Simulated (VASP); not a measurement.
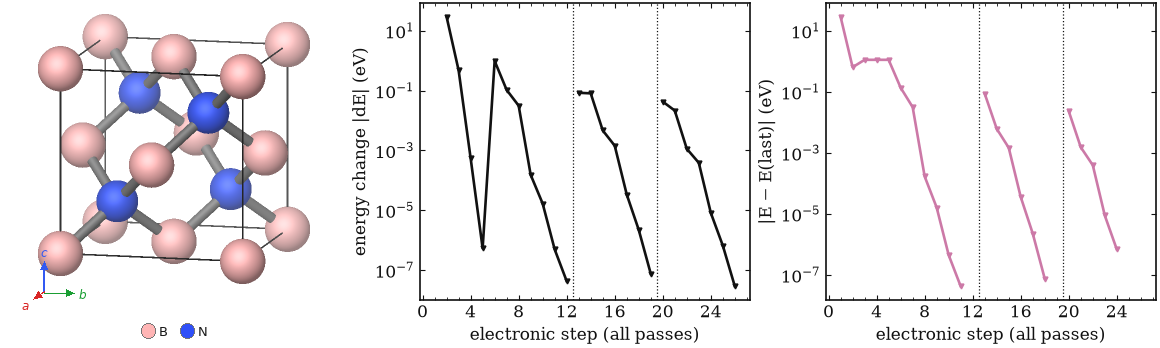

Beside the plot: the structure in its conventional cell.

The plot shows the electronic steps of a calculation: energy change |dE|, distance of the free energy from its last value in each pass. Each stretch between dotted lines is the SCF of one geometry step of a relaxation. Energy differences below 3 × 10⁻⁸ eV aren't drawn.

BN (2 atoms in the cell), run with VASP.

INCAR
```
ENCUT = 600.000000
SIGMA = 0.020000
EDIFF = 1.00e-07
EDIFFG = -5.00e-03
GGA = CA
PREC = Accurate
IBRION = 2
ISIF = 3
ISMEAR = -1
NBANDS = 11
LASPH = .TRUE.
LCHARG = .FALSE.
LWAVE = .FALSE.
LREAL = .FALSE.
NELM = 58
NSW = 30
LDAU = .TRUE.
LDAUTYPE = 2
LDAUL = 2 2 2
LDAUU = 4 4 4
```

KPOINTS
```
KPOINTS created by Atomic Simulation Environment
0
Gamma
10 10 10
0 0 0
```

POSCAR
```
B  N
 1.0000000000000000
    -0.0000000000000000    1.8122639363159465    1.8122639363159465
     1.8122639363159465    0.0000000000000000    1.8122639363159465
     1.8122639363159465    1.8122639363159465    0.0000000000000000
 B   N
   1   1
Cartesian
  0.0000000000000000 -0.0000000000000000 -0.0000000000000000
  0.9061319681579733  0.9061319681579733  0.9061319681579733
```

**How did this run end?**

The run converged; it took 26 steps in all. There are 3 passes, of 12, 7 and 7 steps. In pass 1 (steps counted along the axis), the energy change comes down, with one marked jump up, by about 6 orders of magnitude, at step 6. The jump at step 6 comes where the charge density, held fixed for the first 5 steps, starts to be updated.

**Is anything amiss with this input?**

The input holds a fault (wrong count of Hubbard values). The SCF closed all the same, which doesn't make the results meaningful for the real system.
